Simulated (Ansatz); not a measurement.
# A series of single points on Ga3Se

System: Ga3Se (Pm-3m, 4 atoms in the cell).
Method: Kohn-Sham DFT of a periodic cell, LDA, all-electron LAPW, scalar-relativistic, no spin polarisation (Ansatz 0.2.0).

The 7 runs differ only in the geometry, by an even scaling of the cell at fixed fractional positions. The structure derives from a Materials Project entry.

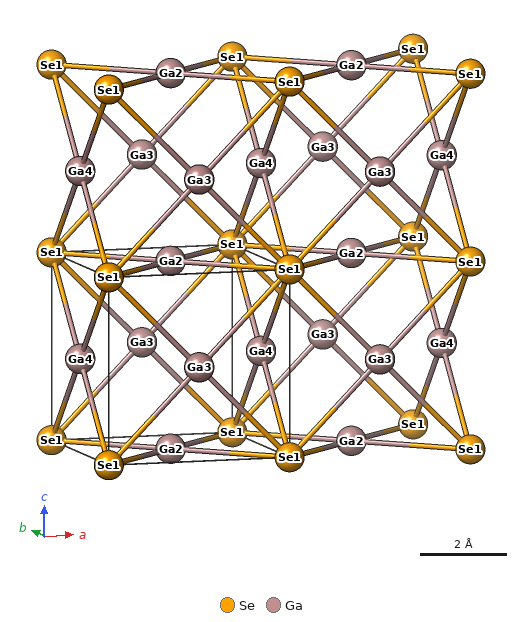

Figure 1. The structure of run 4 (ball-and-stick view of the cell of the calculation, repeated 2 × 1 × 2, seen slightly off an axis; atoms are numbered from 1 in the order of the input). An atom can appear more than once, as a periodic image.

### Input of run 4
```yaml
crystal:
  lattice:
    - [4.432465, 0.0, 0.0]
    - [0.0, 4.432465, 0.0]
    - [0.0, 0.0, 4.432465]
  atoms:
    - { symbol: Se, position: [0.0, 0.0, 0.0] }
    - { symbol: Ga, position: [0.5, 0.5, 0.0] }
    - { symbol: Ga, position: [0.5, 0.0, 0.5] }
    - { symbol: Ga, position: [0.0, 0.5, 0.5] }
kpoints:
  mp_grid: { grid: [6, 6, 6] }
scf:
  occupations: { method: fermi_dirac, width: 0.05 }
hamiltonian:
  xc: lda
  pseudopotentials: { kind: all_electron, lapw: { basis_error: 0.002 } }
output:
  forces: true
  stress: true
  eigenvalues: true
```

Command:
```bash
ansatz run input.yaml --threads 2 --pin off --max-ram 8192MiB --backend cpu --events-out ev --progress --plain --runs-dir out
```

Run 3 differs from it as follows:
```diff
-    - [4.432465, 0.0, 0.0]
-    - [0.0, 4.432465, 0.0]
-    - [0.0, 0.0, 4.432465]
+    - [4.4027160164, 0.0, 0.0]
+    - [0.0, 4.4027160164, 0.0]
+    - [0.0, 0.0, 4.4027160164]
```

### Results, with one run withheld

| run | volume per atom (Å³) | free energy per atom, from the lowest run given (meV) | pressure (GPa) |
| --- | --- | --- | --- |
| 1 | 20.465 | 0.00 | −2.74 |
| 2 | 20.900 | 8.61 | −3.57 |
| 3 | 21.335 | ? | ? |
| 4 | 21.771 | 31.90 | −4.92 |
| 5 | 22.206 | 46.05 | −5.47 |
| 6 | 22.642 | 61.58 | −5.94 |
| 7 | 23.077 | 78.26 | −6.36 |

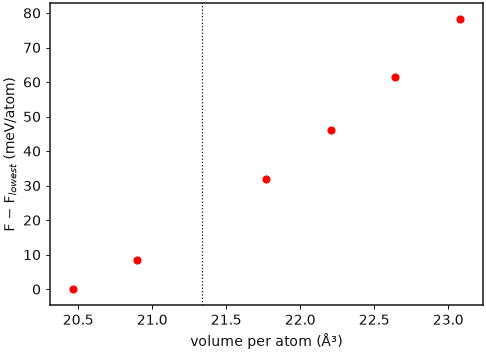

Figure 2. Free energy per atom of the runs given; the dotted line marks run 3.

Fit the runs given and predict run 3.

A cubic polynomial in V^(−2/3) (the Birch–Murnaghan form), fitted to the 6 runs given, misses them by at most 0.01 meV per atom. With x = V^(−2/3) − 0.12810 Å⁻², it reads F = 33.145 − 7942.8 x + 3.4622e+05 x² + 1.7672e+06 x³ (meV per atom). At run 3 it gives 19.33 meV per atom, and the run itself gives 19.34. The slope of the fit gives a pressure −dF/dV of −4.30 GPa there, and the run prints −4.29 GPa. The fit has no minimum inside this range.

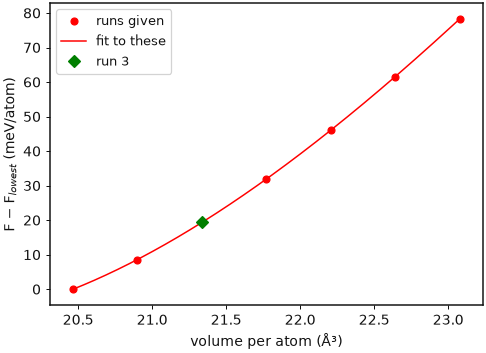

Figure 3. The fit and the withheld run.

### Output, shortened to warnings, some set-up lines, iterations and results (run 3)
```
Basis set: ecut = 161.13021148804714 eV, 389 PW (Γ), exchange–correlation at level 2
Symmetry: 48 space group operations
k-points: 20 of 216
Initial density: superposition of atomic densities (chi_scale 0.1, normalization cell, long waves kept (reshape's long-wave potential 0.03 eV rms))
[...]
SCF iter   1: F=—  HF=-224511.773863 eV  |F-HF|=—  |Δ(HF+E_count)|=         —  Δρ=1.17e-2  dr2=2.67e-1  ethr=3.07e-4  ⟨swp⟩=2.7  Hψ=6672  notcnv=0
SCF iter   2: F=—  HF=-224511.638246 eV  |F-HF|=—  |Δ(HF+E_count)|=   1.36e-1  Δρ=3.67e-3  dr2=1.88e-2  ethr=2.17e-5  ⟨swp⟩=2.0  Hψ=5528  notcnv=0
SCF iter   3: F=—  HF=-224511.625162 eV  |F-HF|=—  |Δ(HF+E_count)|=   1.31e-2  Δρ=3.21e-3  dr2=1.80e-2  ethr=2.16e-5  ⟨swp⟩=2.0  Hψ=3197  notcnv=0
SCF iter   4: F=—  HF=-224511.621142 eV  |F-HF|=—  |Δ(HF+E_count)|=   4.02e-3  Δρ=1.63e-3  dr2=4.79e-3  ethr=2.07e-5  ⟨swp⟩=2.0  Hψ=3197  notcnv=0
SCF iter   5: F=—  HF=-224511.620096 eV  |F-HF|=—  |Δ(HF+E_count)|=   1.05e-3  Δρ=4.42e-4  dr2=3.00e-4  ethr=5.51e-6  ⟨swp⟩=2.0  Hψ=3198  notcnv=0
SCF iter   6: F=—  HF=-224511.620085 eV  |F-HF|=—  |Δ(HF+E_count)|=   1.11e-5  Δρ=1.21e-4  dr2=2.50e-5  ethr=3.45e-7  ⟨swp⟩=2.0  Hψ=3199  notcnv=0
SCF iter   7: F=—  HF=-224511.620071 eV  |F-HF|=—  |Δ(HF+E_count)|=   1.43e-5  Δρ=5.01e-5  dr2=1.95e-6  ethr=2.87e-8  ⟨swp⟩=2.0  Hψ=3198  notcnv=0
SCF iter   8: F=—  HF=-224511.620071 eV  |F-HF|=—  |Δ(HF+E_count)|=   2.78e-7  Δρ=1.14e-5  dr2=1.47e-7  ethr=2.24e-9  ⟨swp⟩=2.0  Hψ=3198  notcnv=0
SCF iter   9: F=-224511.620071 eV  HF=-224511.620071 eV  |F-HF|=5.24e-10  |Δ(HF+E_count)|=   5.85e-9  Δρ=1.68e-6  dr2=3.80e-9  ethr=1.69e-10  ⟨swp⟩=2.0  Hψ=3198  notcnv=0
SCF 1 converged in 9 iterations: F = -224511.620071 eV  dr2 = 3.80e-9
SCF converged after 9 iterations
Free energy (F): -224511.620071 eV
Harris-Foulkes:  -224511.620071 eV  (|F-HF|=5.24e-10)
Internal energy: -224511.610014 eV  (E = F + TS)
E sigma→0 (E₀):  -224511.615042 eV
Entropy (-TS):   -0.010057 eV (-2.514 meV/atom)
Fermi energy:    10.098385 eV
--- Per-component energies (eV) ---
  E_band       = -3976.256614
  E_kinetic    = 229100.909145
  E_xc         = -8251.236335
  E_electrostatic = -445361.282824  (all electrons and nuclei)
  E_smearing   = -0.010057  (= −TS)
  E_closure    = 0.000000  (closes the sum)
  E_atoms      = -224496.769797  (free atoms, spherical and without spin; not in F)
  Σ components = -224511.620071   (vs F -224511.620071, Δ=0.00e0)
  Basis errors (estimates in eV, not in F): energy 3.5e-4 per atom: plane waves 3.4e-4 (1.7e-4 summed), levels above the bands 1.3e-65, relativity 8.6e-10, radial functions 1.5e-5, core shells 1.2e-10; eigenvalues (radial functions only) 6.1e-5; not estimated: angular momenta, meshes, grids; target …
--- Forces (eV/Å), atoms counted from 1 ---
  atom   1  Se    -0.00000000     0.00000000     0.00000000
  atom   2  Ga    -0.00000000    -0.00000000    -0.00000000
  atom   3  Ga     0.00000000     0.00000000     0.00000000
  atom   4  Ga     0.00000000    -0.00000000     0.00000000
  max |Σ_I F_I| component: 1.54e-30 eV/Å
--- Stress (GPa, compression-positive) ---
       -4.294635      -0.000000       0.000000
       -0.000000      -4.294635       0.000000
        0.000000       0.000000      -4.294635
  P = ⅓ Tr σ = -4.2946 GPa (-42.946 kbar)
```
